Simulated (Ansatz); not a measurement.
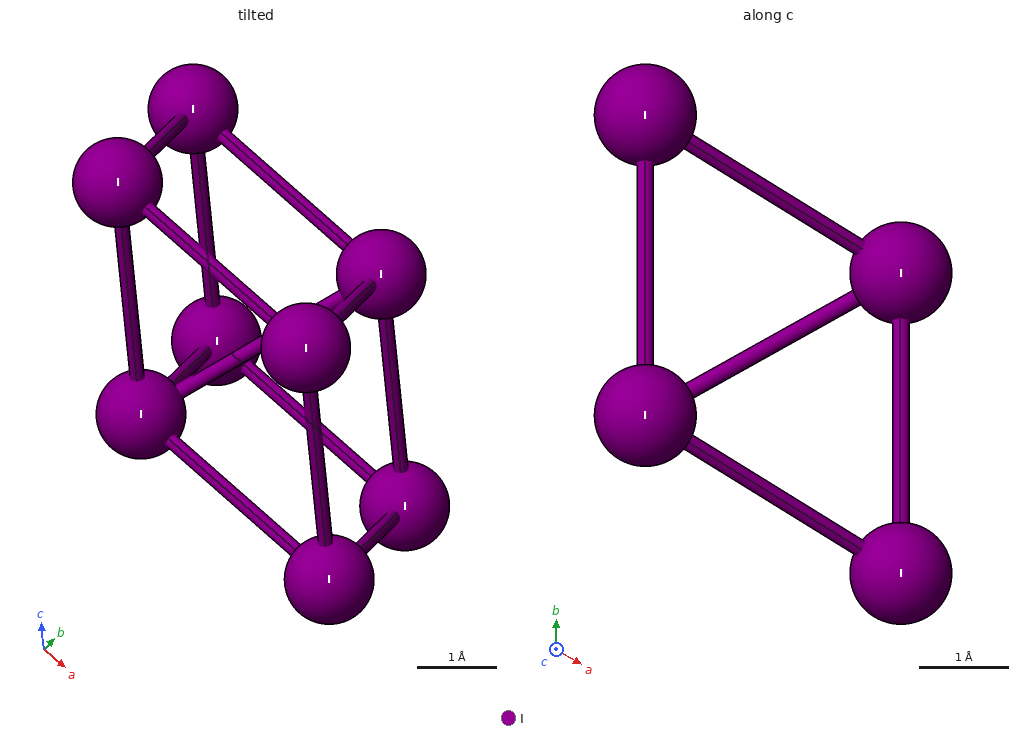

Structure drawing (ball-and-stick), viewed slightly off an axis and along the c axis. The lines enclose the simulation cell; boundary atoms appear with their images.

Input used:
```yaml
crystal:
  lattice:
    - [-2.0893754423, 2.0893754423, 1.9849066702]
    - [2.0893754423, -2.0893754423, 1.9849066702]
    - [2.0893754423, 2.0893754423, -1.9849066702]
  atoms:
    - { symbol: I, position: [0.0, 0.0, 0.0] }
basis:
  ecutwfc: 420
kpoints:
  mp_grid: { grid: [16, 16, 16] }
hamiltonian:
  xc: pbe
  dispersion: d3bj
scf:
  occupations: { method: gaussian, width: 0.15 }
output:
  forces: true
  stress: true
  eigenvalues: true
```

Setup: Ansatz, DFT PBE+D3(BJ), scalar-relativistic, plane waves, PAW; plane waves up to 420 eV, 16×16×16 k-mesh, Gaussian smearing of 0.15 eV, no spin polarisation.

> What does the calculation say: metal or gapped?

A metal: bands cross the Fermi level.

> Would the cell expand or shrink if it could?

The computed pressure is -0.8 GPa (stretched: it would shrink).

Provenance: a structure listed in the Materials Project. The cell was then strained or its atoms displaced on purpose. Ansatz was used for an electronic-structure calculation on it.
